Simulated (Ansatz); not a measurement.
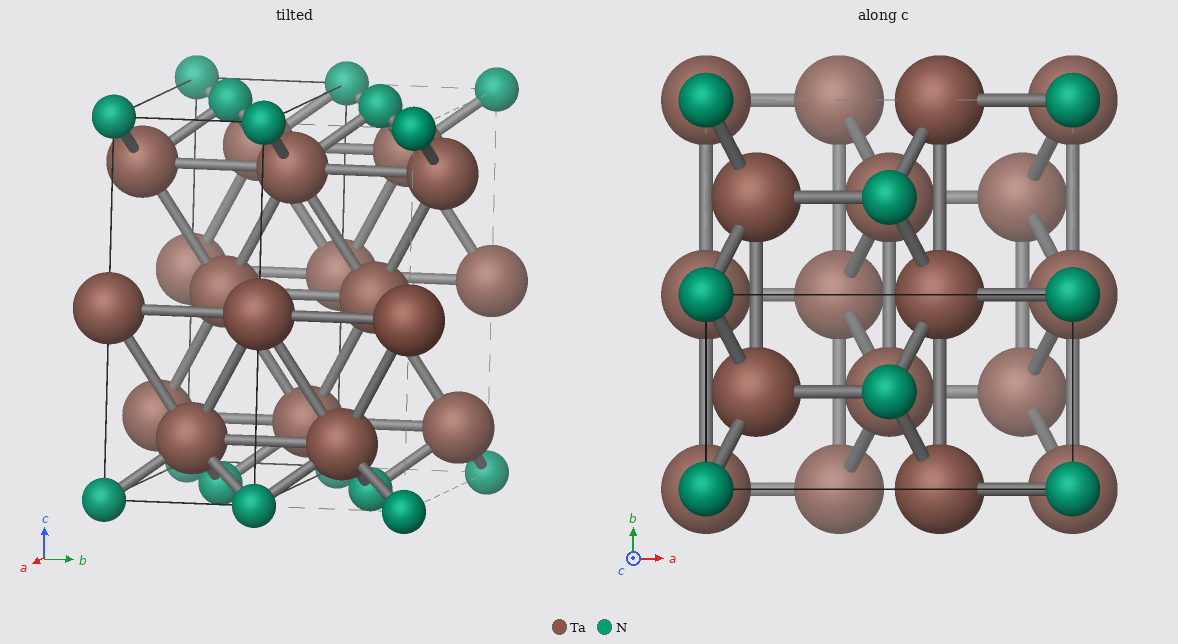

Drawn in the ball-and-stick manner and seen slightly off an axis and along the c axis. The structure is repeated 1×2×1 times; solid lines mark one conventional unit cell. Cell: a = 5.425 Å, b = 2.864 Å, c = 7.035 Å, α = 90.00°, β = 95.27°, γ = 90.00°.

Notes on the structure:

Chemical formula Ta$_{3}$N. Its lattice is base-centred monoclinic, its space group C2/m (No. 12). The cell comprises 2 formula units: 6 Ta, 2 N. Neighbours within bonding distance: Ta 6 to 10 (mean 8.7) and N 6. Not all metal-metal contacts are counted.

The structure comes from a structure listed in the Materials Project. The cell was then strained or its atoms displaced on purpose. An electronic-structure calculation with Ansatz was run on it.

At this level of theory the cell isn't at rest (compressed, at 34 GPa and forces up to 4.5 eV/Å), so its distances can differ from those at equilibrium, the more so the softer the solid.
